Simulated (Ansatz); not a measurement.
Consider this structure.

```yaml
crystal:
  lattice:
    - [2.89738, 0.00000, 0.00000]
    - [-1.44869, 2.50920, 0.00000]
    - [0.00000, 0.00000, 2.66547]
  atoms:
    - { symbol: Ge, position: [0.00000, 0.00000, 0.00000] }
```

Question: What crystal do these data define?

Answer: The element is germanium. It takes space group P6/mmm (No. 191) on a primitive hexagonal lattice. Its structure type: simple hexagonal. The cell holds one atom.

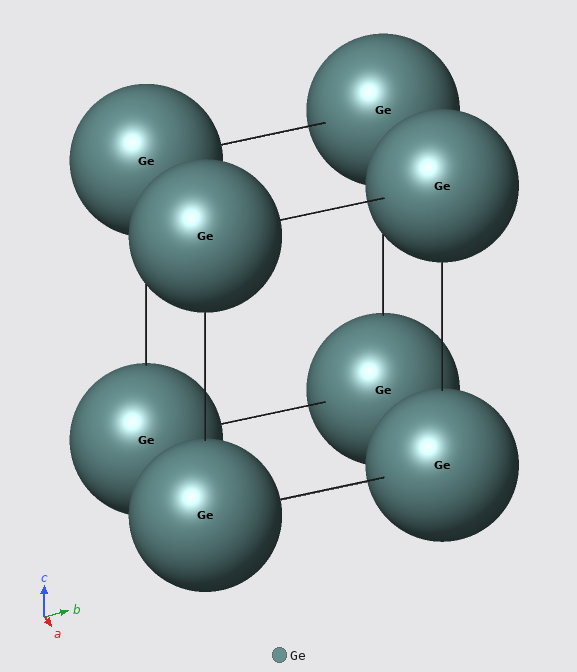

A spheres-only rendering, viewed slightly off an axis. Lines trace the edges of the conventional unit cell.

It goes back to a structure listed in the Materials Project. This is the structure after a relaxation with DFT PBE, scalar-relativistic, plane waves, PAW in Ansatz 0.2.0.
